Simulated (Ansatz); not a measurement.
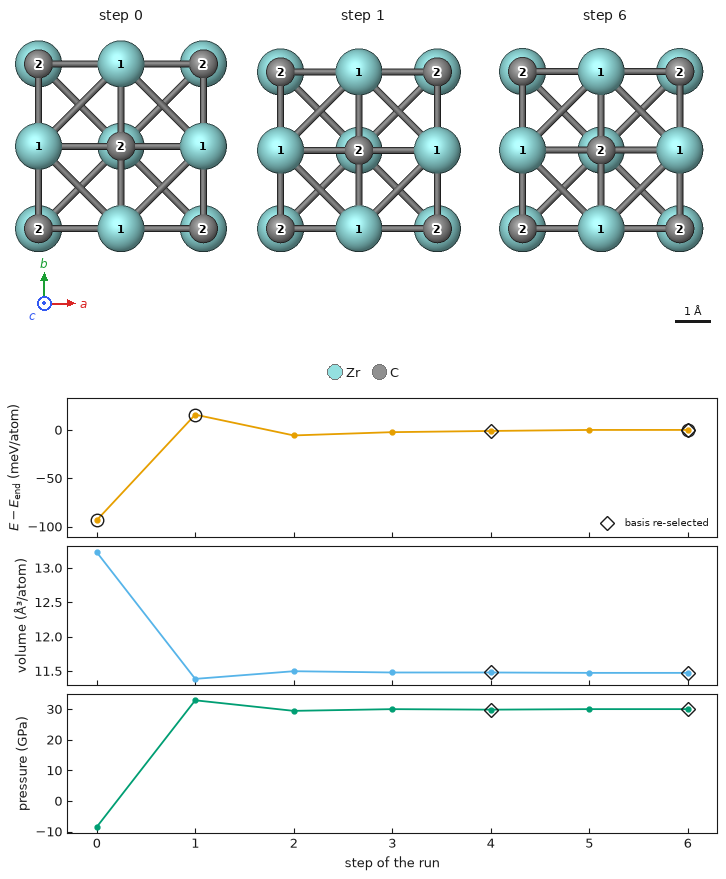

Frames of a relaxation of crystalline ZrC (set up in Fm-3m), marked on the history of the run. A ball-and-stick model of the conventional cell (4 times the calculation's cell), seen along the c axis. Lengths and directions refer to the drawn axes.

The run lets cell and atoms move.

Theory: Ansatz 0.2.0, Kohn-Sham DFT of a periodic cell, PBEsol, Ansatz PAW.

The input:
```yaml
crystal:
  lattice:
    - [0.0, 2.365, 2.365]
    - [2.365, 0.0, 2.365]
    - [2.365, 2.365, 0.0]
  atoms:
    - { symbol: Zr, position: [0.5, 0.5, 0.5] }
    - { symbol: C, position: [0.0, 0.0, 0.0] }
hamiltonian:
  xc: pbesol
  pseudopotentials: { kind: paw }
kpoints:
  mp_grid: { grid: [10, 10, 10] }
scf:
  occupations: { method: fermi_dirac, width: 0.05 }
output:
  forces: true
  stress: true
  eigenvalues: true
relax:
  f_tol: 0.01
  max_steps: 40
  cell: { stress_tol: 0.05, p_target: 30.0 }
```

Command:
```bash
ansatz run input.yaml --threads 2 --pin off --max-ram 5632MiB --backend cpu --events-out ev --progress --plain --runs-dir out
```

> What happens along the run?

After 4 accepted moves (6 points after the start) the energy has risen by 93.4 meV per atom. With the target pressure of 30 GPa, the enthalpy E + pV changes by −235 meV per atom. All forces vanish by symmetry, so only the cell relaxes. Pressure: −8.50 GPa at the start and 30.00 GPa at the end. The SCF was repeated twice at an unchanged geometry on a basis and grid sized afresh for the cell, which shifted the energy by 1.2 meV per atom at most. The atoms keep their places relative to the cell (all moves are under 0.005 Å). The drawn cell changes as follows: a = b = c 4.730 → 4.511 Å (−4.6 %); the volume changes by −13.3 %. Near-neighbour distances that change, for instance: Zr1–Zr1 3.345 → 3.190 Å, Zr1–C2 2.365 → 2.255 Å. The space group stays Fm-3m (No. 225). Cost: 4.1 s on 2 threads of Arm Neoverse V2 (shared host), peak memory 0.29 GiB. From step 0 to 1: volume −13.9 %, energy +109 meV per atom. From step 1 to 6: volume +0.8 %, energy −15.8 meV per atom.

```json
{"step": "0", "E − E(0), meV/atom": "0.00", "pressure, GPa": "-8.50", "volume, Å³/atom": "13.228", "note": ""}
{"step": "1", "E − E(0), meV/atom": "109.20", "pressure, GPa": "32.88", "volume, Å³/atom": "11.386", "note": ""}
{"step": "2", "E − E(0), meV/atom": "87.70", "pressure, GPa": "29.43", "volume, Å³/atom": "11.498", "note": ""}
{"step": "3", "E − E(0), meV/atom": "91.09", "pressure, GPa": "29.99", "volume, Å³/atom": "11.479", "note": ""}
{"step": "4", "E − E(0), meV/atom": "92.33", "pressure, GPa": "29.83", "volume, Å³/atom": "11.479", "note": "same geometry, new basis"}
{"step": "5", "E − E(0), meV/atom": "93.38", "pressure, GPa": "30.00", "volume, Å³/atom": "11.474", "note": ""}
{"step": "6", "E − E(0), meV/atom": "93.39", "pressure, GPa": "30.00", "volume, Å³/atom": "11.474", "note": "same geometry, new basis"}
```
